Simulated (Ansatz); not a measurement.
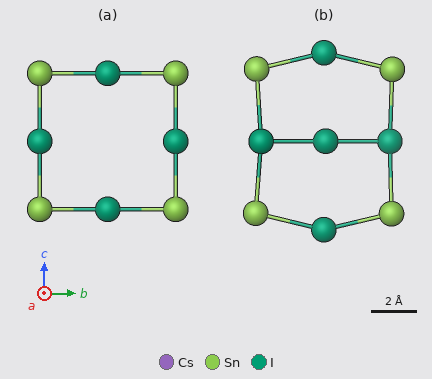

Left: perfect CsSnI₃. Right: the same region with one point defect, after relaxing the atoms in a supercell of 40 sites. The picture is a ball-and-stick view of the atoms within 6.0 Å of one point, in a slice 3.4 Å thick across the line of sight, seen along the a axis.

Theory: DFT, PBEsol, PAW, plane waves in Ansatz. (plane-wave cutoff 420 eV; k-point mesh 1 × 1 × 1; mesh shifted by (0.25, 0.25, 0.25); no spin polarisation) Fermi-Dirac smearing of 0.01 eV. A uniform background neutralises the charged cell. The axes drawn are those of the host's conventional cell.

### Which defect is it?

An extra iodine atom is put between the host's atoms (an interstitial).

The charge state of the cell is +1.

### What does the relaxation do around it?

The I atom starts with 4 I at 3.08 Å, 2 Cs at 3.08 Å around its place and ends with 2 I at 2.91 to 2.93 Å. Of the host's atoms, an iodine atom moves furthest from its site, by 0.93 Å. The I atom itself moves 0.07 Å from where it was put.

Limits of the set-up: the cell is charged, on a uniform background, and energies carry no finite-size correction.
